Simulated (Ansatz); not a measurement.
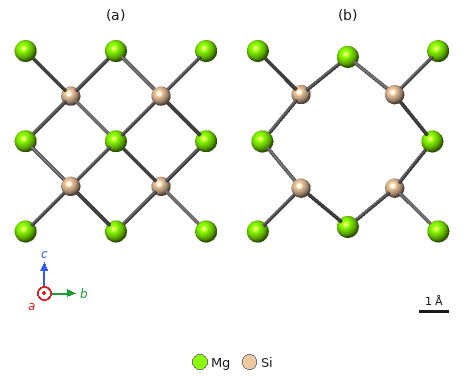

Left: perfect Mg2Si. Right: the same region with one point defect, after relaxing the atoms in a supercell of 96 sites. Style: ball-and-stick. Shown: the atoms within 4.6 Å of one point, in a slice 5.0 Å thick across the line of sight, along the a axis.

Computed with DFT, PBEsol, PAW, plane waves in Ansatz 0.2.0. (plane-wave cutoff 420 eV; k-point mesh 1 × 1 × 1; mesh shifted by (0.25, 0.25, 0.25); collinear spin) Fermi-Dirac smearing of 0.01 eV. A uniform background neutralises the charged cell. The axes drawn are those of the host's conventional cell.

What kind of defect was made?

Answer. A magnesium atom is taken out (a vacancy).

The charge state of the cell is +1.

How does the lattice respond?

Answer. Around the empty Mg site the host had 4 Si at 2.74 Å, 6 Mg at 3.16 Å; after relaxation the nearest atoms are 4 Si at 2.83 to 2.85 Å, 6 Mg at 2.95 to 3.00 Å. Of the host's atoms, a magnesium atom moves furthest from its site, by 0.20 Å. The cell's net moment is 0.47 μB.

Limits of the set-up: the cell is charged, on a uniform background, and energies carry no finite-size correction.
